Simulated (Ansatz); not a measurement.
Single-point calculation, with input and output: Nb (part 1 of 2)

- system: Nb (slab, 5 atoms in the cell)
- method: DFT, PBEsol, all-electron LAPW, scalar-relativistic, no spin polarisation (Ansatz 0.2.0)

Figures and captions count atoms from 1; the log counts them from 0 in places.

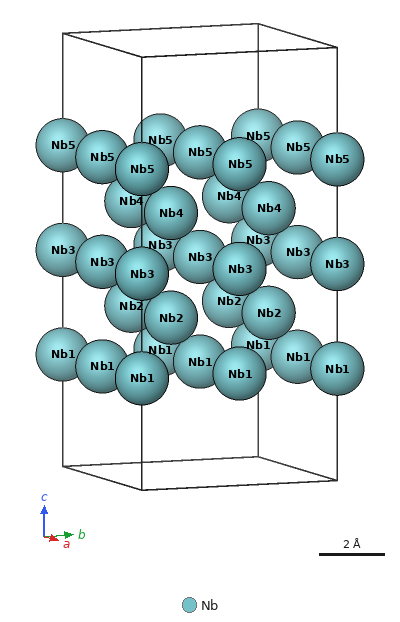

**Figure 1.** The structure (spheres-only view of the 2 × 2 repeat of the cell, with the vacuum cut short, seen slightly off an axis; atoms are numbered from 1 in the order of the input). An atom can appear more than once, as a periodic image.

Input file:
```yaml
crystal:
  lattice:
    - [3.2726221427, 0.0, 0.0]
    - [0.0, 3.2726221427, 0.0]
    - [0.0, 0.0, 22.5452]
  atoms:
    - { symbol: Nb, position: [0.0, 0.0, 0.354841734] }
    - { symbol: Nb, position: [0.5, 0.5, 0.4274208668] }
    - { symbol: Nb, position: [0.0, 0.0, 0.5] }
    - { symbol: Nb, position: [0.5, 0.5, 0.5725791332] }
    - { symbol: Nb, position: [0.0, 0.0, 0.645158266] }
kpoints:
  mp_grid: { grid: [11, 11, 1] }
scf:
  occupations: { method: fermi_dirac, width: 0.05 }
hamiltonian:
  xc: pbesol
  pseudopotentials: { kind: all_electron, lapw: { basis_error: 0.001 } }
output:
  forces: true
  stress: true
  eigenvalues: true
  populations: true
  dos: { projected: true, de: 0.2, e_range: [-14, 8] }
efield:
  axis: 3
  amplitude: 0
  dipole_correction: true
```

Command:
```bash
ansatz run input.yaml --threads 2 --pin off --max-ram 4096MiB --backend cpu --events-out ev --progress --plain --runs-dir out
```

Output:
```
Nb: projections on atomic orbitals take those of the free atom 1s2 2s2 2p6 3s2 3p6 3d10 4s2 4p6 4d4 5s1, of charge +0.00 (hamiltonian.pseudopotentials.projection_atoms)
LAPW: plane waves up to 7.678 Å⁻¹, error target 1.0e-3 eV per atom; small_component_spin mean_spin; Nb in spheres of 1.417 Å, 29 of its electrons in bands, Dirac shells [] (how accurate: hamiltonian.pseudopotentials.lapw.basis_error, Limitations)
Engine: ansatz 0.2.0, aarch64-unknown-linux-gnu
Pseudopotentials: kind: all_electron
Pseudopotential: Nb, LAPW, valence charge 29, lapw/all_electron/scalar/gaussian/Nb, Koelling and Harmon's equation, gaussian nucleus
Functional definition: PBEsol
  exchange = pbesol_x
  correlation = pbesol_c
Crystal: 5 atoms, lattice volume = 241.460 Å³
Basis set: ecut = 224.591355182908 eV, 1771 PW (Γ), exchange–correlation at level 2
Bands: 87, of which v1, the nominal top of the filled ones, is band 73 counted from 1 (72 counted from 0)
Symmetry: 8 space group operations
k-points: 21 of 121
Non-local potential: Nb, projectors of the file, none
Initial density: superposition of atomic densities (neutral atoms: chi_scale 0, normalization atom)
Initial wavefunctions: plane waves of lowest kinetic energy (no species holds an atomic orbital)
Functional: x = pbesol(κ = 0.804, μ = 0.12345679012345678), c = pbesol(β = 0.046)
iter 1 solved again at ethr=5.02e-2 eV; its pass at ethr=1.00e-1 eV (dr2=7.27e1 eV) is discarded
SCF iter   1: F=—  HF=-519447.931286 eV  |F-HF|=—  |Δ(HF+E_count)|=         —  Δρ=4.95e-2  dr2=7.28e1  ethr=5.02e-2  p=-0.000 e·Å  D=-2.78e-14 V/Å  ΔV_dip=0.00 eV  dr2_dipole=2.88e-23  V_vac-E_F(+/−)=6.61/6.61 eV  ⟨swp⟩=2.0  Hψ=10119  notcnv=0
efield: sawtooth ramp at fractional position 0.9500 (placed from the atoms, in the widest stretch of the axis that holds none; the zero of the levels goes with the place), width 0.1000; the density the first Hamiltonian is built on has a dipole p = -0.000 e·Å; the dipole correction subtracts the counter field D = -2.23e-13 V/Å, which shifts the + side's vacuum level by +0.00 eV against the − side's; the planar-averaged density in the ramp window peaks in size at 6.8e-6 e/Å³
preconditioner: auto → LDOS  [metal: Δε(μ)=0.076 eV  Ē_g=5.075 eV  σ=0.050 eV  W_gap=0.35  n_scr=60 (ndim 8)  ℏωp=11.9 eV  f_vac=0.569  D(μ)=2.18/eV (n_scr^D=8)  β→1.0]
SCF iter   2: F=—  HF=-519508.854912 eV  |F-HF|=—  |Δ(HF+E_count)|=    6.09e1  Δρ=1.58e-1  dr2=2.24e3  ethr=5.02e-2  p=0.000 e·Å  D=3.42e-6 V/Å  ΔV_dip=-0.00 eV  dr2_dipole=4.71e-7  V_vac-E_F(+/−)=-3.29/-3.29 eV  ⟨swp⟩=5.0  Hψ=5595  notcnv=0  defer=1  recentre
SCF iter   3: F=—  HF=-519444.224202 eV  |F-HF|=—  |Δ(HF+E_count)|=    6.46e1  Δρ=3.85e-2  dr2=4.73e1  ethr=5.02e-2  p=0.000 e·Å  D=1.66e-7 V/Å  ΔV_dip=-0.00 eV  dr2_dipole=5.42e-10  V_vac-E_F(+/−)=5.76/5.76 eV  ⟨swp⟩=3.0  Hψ=5540  notcnv=0
iter 4 solved again at ethr=2.48e-3 eV; its pass at ethr=3.26e-2 eV (dr2=3.59e0 eV) is discarded
SCF iter   4: F=—  HF=-519441.547128 eV  |F-HF|=—  |Δ(HF+E_count)|=    2.68e0  Δρ=1.20e-2  dr2=3.58e0  ethr=2.48e-3  p=-0.000 e·Å  D=-4.53e-6 V/Å  ΔV_dip=0.00 eV  dr2_dipole=7.85e-11  V_vac-E_F(+/−)=9.52/9.52 eV  ⟨swp⟩=2.0  Hψ=8981  notcnv=0
SCF iter   5: F=—  HF=-519440.933251 eV  |F-HF|=—  |Δ(HF+E_count)|=         —  Δρ=7.41e-3  dr2=1.11e0  ethr=2.47e-3  p=-0.000 e·Å  D=-3.92e-6 V/Å  ΔV_dip=0.00 eV  dr2_dipole=1.66e-9  V_vac-E_F(+/−)=7.40/7.40 eV  ⟨swp⟩=3.0  Hψ=5560  notcnv=0
the basis was enlarged: its passes take 1.7 MiB over the memory plan, 2 of 2 planned eigensolver slots
SCF iter   6: F=—  HF=-519440.762508 eV  |F-HF|=—  |Δ(HF+E_count)|=   1.71e-1  Δρ=4.97e-3  dr2=5.85e-1  ethr=7.69e-4  p=-0.000 e·Å  D=-1.07e-6 V/Å  ΔV_dip=0.00 eV  dr2_dipole=6.80e-10  V_vac-E_F(+/−)=4.47/4.47 eV  ⟨swp⟩=3.0  Hψ=5892  notcnv=0
SCF iter   7: F=—  HF=-519440.737635 eV  |F-HF|=—  |Δ(HF+E_count)|=   2.49e-2  Δρ=2.07e-3  dr2=7.74e-2  ethr=4.04e-4  p=-0.000 e·Å  D=-7.34e-7 V/Å  ΔV_dip=0.00 eV  dr2_dipole=7.68e-11  V_vac-E_F(+/−)=3.93/3.93 eV  ⟨swp⟩=2.0  Hψ=5184  notcnv=0
SCF iter   8: F=—  HF=-519440.736606 eV  |F-HF|=—  |Δ(HF+E_count)|=   1.03e-3  Δρ=5.17e-4  dr2=1.81e-2  ethr=5.33e-5  p=-0.000 e·Å  D=-1.01e-7 V/Å  ΔV_dip=0.00 eV  dr2_dipole=5.97e-12  V_vac-E_F(+/−)=3.68/3.68 eV  ⟨swp⟩=2.1  Hψ=5571  notcnv=0
SCF iter   9: F=—  HF=-519440.736357 eV  |F-HF|=—  |Δ(HF+E_count)|=   2.49e-4  Δρ=2.28e-4  dr2=5.59e-3  ethr=1.25e-5  p=0.000 e·Å  D=7.99e-8 V/Å  ΔV_dip=-0.00 eV  dr2_dipole=6.00e-13  V_vac-E_F(+/−)=3.57/3.57 eV  ⟨swp⟩=2.1  Hψ=5578  notcnv=0
SCF iter  10: F=—  HF=-519440.735829 eV  |F-HF|=—  |Δ(HF+E_count)|=   5.28e-4  Δρ=1.45e-4  dr2=8.38e-4  ethr=3.86e-6  p=-0.000 e·Å  D=-1.79e-8 V/Å  ΔV_dip=0.00 eV  dr2_dipole=6.52e-12  V_vac-E_F(+/−)=3.75/3.75 eV  ⟨swp⟩=3.0  Hψ=5826  notcnv=0
SCF iter  11: F=—  HF=-519440.735865 eV  |F-HF|=—  |Δ(HF+E_count)|=   3.61e-5  Δρ=8.26e-5  dr2=2.95e-4  ethr=5.78e-7  p=-0.000 e·Å  D=-5.55e-8 V/Å  ΔV_dip=0.00 eV  dr2_dipole=6.55e-13  V_vac-E_F(+/−)=3.78/3.78 eV  ⟨swp⟩=2.2  Hψ=5572  notcnv=0
SCF iter  12: F=—  HF=-519440.735864 eV  |F-HF|=—  |Δ(HF+E_count)|=   1.02e-6  Δρ=1.04e-5  dr2=1.18e-6  ethr=2.04e-7  p=-0.000 e·Å  D=-2.34e-8 V/Å  ΔV_dip=0.00 eV  dr2_dipole=4.09e-16  V_vac-E_F(+/−)=3.79/3.79 eV  ⟨swp⟩=2.0  Hψ=5556  notcnv=0
SCF iter  13: F=-519440.735865 eV  HF=-519440.735865 eV  |F-HF|=8.79e-9  |Δ(HF+E_count)|=   8.30e-7  Δρ=3.03e-6  dr2=6.17e-8  ethr=8.13e-10  p=-0.000 e·Å  D=-1.55e-8 V/Å  ΔV_dip=0.00 eV  dr2_dipole=9.28e-14  V_vac-E_F(+/−)=3.79/3.79 eV  ⟨swp⟩=3.0  Hψ=5673  notcnv=0
SCF 1 converged in 13 iterations: F = -519440.735865 eV  dr2 = 6.17e-8
```

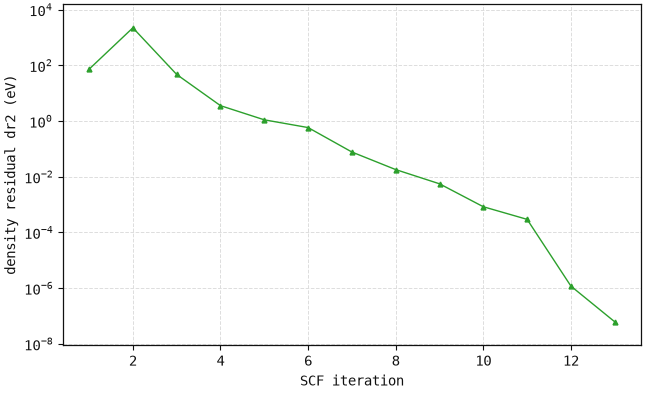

**Figure 2.** Convergence of the self-consistent field: density residual dr2 against the SCF iteration. The residual comes down, with one marked jump up, by a factor of about 30, at step 2.

```
SCF converged after 13 iterations
Free energy (F): -519440.735865 eV
Harris-Foulkes:  -519440.735865 eV  (|F-HF|=8.79e-9)
Internal energy: -519440.680382 eV  (E = F + TS)
E sigma→0 (E₀):  -519440.708124 eV
Entropy (-TS):   -0.055482 eV (-11.096 meV/atom)
Fermi energy:    5.241526 eV
Dipole field:    D = -0.000000 V/Å  (p = -0.000000 e·Å, saw-weighted, corrected)
Work function:   Φ+ = 3.7893 eV   Φ− = 3.7893 eV
Levels:          The Fermi level and band energies are counted from a zero that moves with the ramp; work functions are not
--- Per-component energies (eV) ---
  E_band       = -20644.960240
  E_kinetic    = 537346.004192
  E_xc         = -15906.499543
  E_efield     = 0.000000  (sawtooth field / dipole correction)
  E_electrostatic = -1040880.185031  (all electrons and nuclei)
  E_smearing   = -0.055482  (= −TS)
  E_closure    = 0.000000  (closes the sum)
  E_atoms      = -519390.021445  (free atoms, spherical and without spin; not in F)
  Σ components = -519440.735865   (vs F -519440.735865, Δ=0.00e0)
  Basis errors (estimates in eV, not in F): energy 2.9e-4 per atom: plane waves 2.6e-4 (1.5e-4 summed), levels above the bands 1.7e-35, relativity 1.6e-8, radial functions 3.4e-5, core shells 1.6e-7; eigenvalues (radial functions only) 7.7e-7; not estimated: angular momenta, meshes, grids; target (lapw.basis_error) 1.0e-3; muffin-tin radii Nb 1.417 Å
--- Forces (eV/Å), atoms counted from 1 ---
  atom   1  Nb     0.00000000     0.00000000     1.30520406
  atom   2  Nb    -0.00000000    -0.00000000    -1.25678779
  atom   3  Nb     0.00000000     0.00000000     0.00000001
  atom   4  Nb     0.00000000     0.00000000     1.25678596
  atom   5  Nb    -0.00000000    -0.00000000    -1.30520260
  max |Σ_I F_I| component: 3.60e-7 eV/Å
--- Stress (GPa, compression-positive) ---
       -3.585156      -0.000000      -0.000000
       -0.000000      -3.585156      -0.000000
       -0.000000      -0.000000      -2.938060
  P = ⅓ Tr σ = -3.3695 GPa (-33.695 kbar)
--- Band table (eV; the first three rows and the last of 21) ---
  k-point 0: bands = ["-337.8379", "-337.8379", "-337.8316", "-337.8316", "-337.8316", "-337.8316", "-337.0113", "-337.0113", "-337.0044", "-337.0044", "-337.0044", "-337.0044", "-336.9587", "-336.9435", "-336.9435", "-187.6908", "-187.6908", "-187.6891", "-187.6891", "-187.6891", "-187.6891", "-187.6878", "-187.6878", "-187.6820", "-187.6820", "-186.8790", "-186.8790", "-186.8737", "-186.8737", "-186.8584", "-186.8584", "-186.8584", "-186.8584", "-186.8526", "-186.8526", "-186.8252", "-186.8073", "-186.8015", "-186.8015", "-186.7935", "-49.6558", "-49.6543", "-49.0522", "-48.8985", "-48.7234", "-25.8484", "-25.8345", "-25.6806", "-25.6806", "-25.6603", "-25.6603", "-25.3663", "-25.1806", "-25.1806", "-25.0801", "-24.8328", "-24.8328", "-24.6221", "-24.5094", "-24.5094", "-0.3563", "0.8765", "1.5139", "1.6786", "2.2089", "2.3850", "2.5278", "3.8269", "5.2922", "5.3530", "5.4160", "5.4160", "5.5170", "5.5170", "5.6945", "5.7233", "6.2023", "6.2023", "6.3892", "7.5503", "7.5937", "7.5937", "7.5972", "8.5934", "8.8885", "8.9191", "9.0228"]
  k-point 1: bands = ["-337.8379", "-337.8379", "-337.8316", "-337.8316", "-337.8316", "-337.8316", "-337.0113", "-337.0113", "-337.0044", "-337.0044", "-337.0044", "-337.0044", "-336.9587", "-336.9435", "-336.9435", "-187.6908", "-187.6908", "-187.6891", "-187.6891", "-187.6891", "-187.6891", "-187.6878", "-187.6878", "-187.6820", "-187.6820", "-186.8790", "-186.8790", "-186.8737", "-186.8737", "-186.8584", "-186.8584", "-186.8584", "-186.8584", "-186.8526", "-186.8526", "-186.8252", "-186.8073", "-186.8015", "-186.8015", "-186.7935", "-49.6527", "-49.6513", "-49.0451", "-48.8981", "-48.7288", "-25.8582", "-25.8380", "-25.7057", "-25.7037", "-25.6708", "-25.6528", "-25.3464", "-25.2522", "-25.1711", "-25.0202", "-24.8664", "-24.8367", "-24.5957", "-24.5260", "-24.5245", "-0.1914", "0.9999", "1.6311", "1.7979", "2.2519", "2.4181", "2.6605", "3.8362", "5.0629", "5.1605", "5.2751", "5.2840", "5.2982", "5.6908", "5.7759", "5.8329", "5.8463", "6.6508", "6.8342", "6.9887", "7.4093", "7.7290", "8.2239", "8.5511", "8.6891", "8.9175", "8.9317"]
```
